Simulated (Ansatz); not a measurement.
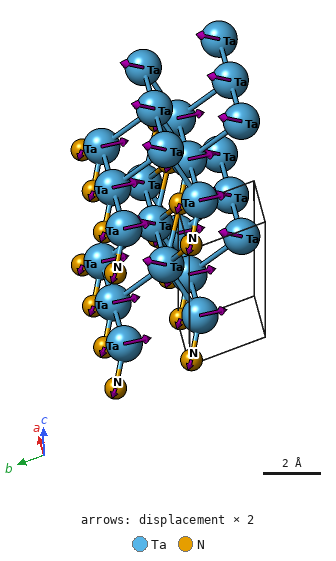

This is a relaxation of crystalline Ta₂N (set up in P1). The starting structure is drawn; purple arrows show the displacements, magnified 2 times.

A ball-and-stick model of the cell of the calculation, repeated 3 × 2 × 2 with one cell outlined, seen from a free direction.

Case: all atoms moved at random, sigma 0.25 Å for each component, cell strained at random, sigma 0.06; relaxed back.

Theory: DFT PBE, scalar-relativistic, plane waves, PAW (Ansatz). (plane-wave cutoff 420 eV; k-point mesh 12 × 12 × 8; occupations gaussian; smearing width 0.15 eV; no spin polarisation; atoms relaxed in a fixed cell; force threshold 0.01 eV/Å; at most 80 steps)

**What happened in the run?**

A Ta atom moves most: 0.59 Å roughly along −b. Largest moves by element: Ta 0.59 Å, N 0.21 Å. The cell stays as it was. Near-neighbour distances that change, for instance: Ta–Ta 3.162 → 4.099 Å, Ta–Ta 3.760 → 2.910 Å, Ta–Ta 2.307 → 3.130 Å, N–Ta 2.767 → 2.204 Å. New bonds form, among them: N–Ta (2.71 → 2.20 Å), N–Ta (2.77 → 2.20 Å). Among the angles between lasting bonds that change: Ta–Ta–N 127.4° → 95.9°, Ta–Ta–N 141.9° → 158.7°, Ta–Ta–N 124.6° → 109.8°. The space group (tolerance 0.01 Å) goes from P1 (No. 1) to P-1 (No. 2). After 8 geometry steps the energy has fallen by 1455 meV per atom. Largest force component: 12 eV/Å at the start, 0.00075 eV/Å at the end.
